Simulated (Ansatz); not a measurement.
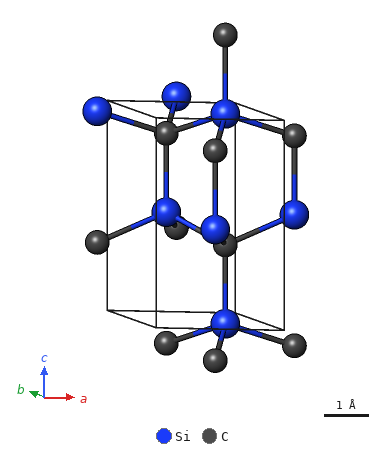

This ball-and-stick model is shown slightly off an axis. Thin lines show the conventional unit cell, with boundary atoms drawn in all their periodic places. The first bonded neighbours in the surrounding cells are also shown.

SiC, wurtzite, space group P6_3mc (No. 186), a = 2.943 Å, b = 2.943 Å, c = 4.830 Å, α = 90.00°, β = 90.00°, γ = 120.00°. Starting structure: a structure listed in the Materials Project. The cell was then strained or its atoms displaced on purpose. It was run through Ansatz as a DFT input.

This one geometry was computed with Ansatz (DFT, plane waves, PAW) at three levels of theory: r2SCAN, PBE and HSE06. It was relaxed with r2SCAN and then strained.

Question: Which level gives the highest pressure at this volume, and what does that say about its equilibrium volume?

Answer: Highest: PBE (42.2 GPa), which points to the largest equilibrium volume. Lowest, with the smallest volume: HSE06 (37.8 GPa). Levels within 0.5 GPa of each other can't be told apart.

Question: How does the band gap change with the level of theory?

Answer: PBE: a gap of 2.02 eV, indirect; r2SCAN: a gap of 2.44 eV, indirect; HSE06: a gap of 2.94 eV, indirect.

Question: Collect the results in a table.

Answer:
| level | cutoff (eV) | k-mesh of the run's cell | gap (eV) | pressure (GPa) |
| --- | --- | --- | --- | --- |
| r2SCAN | 500 | 12×12×6 | 2.44 | 38.9 |
| PBE | 420 | 12×12×6 | 2.02 | 42.2 |
| HSE06 | 420 | 6×6×4 | 2.94 | 37.8 |

Gaps are taken on the k-mesh or band path of each run.
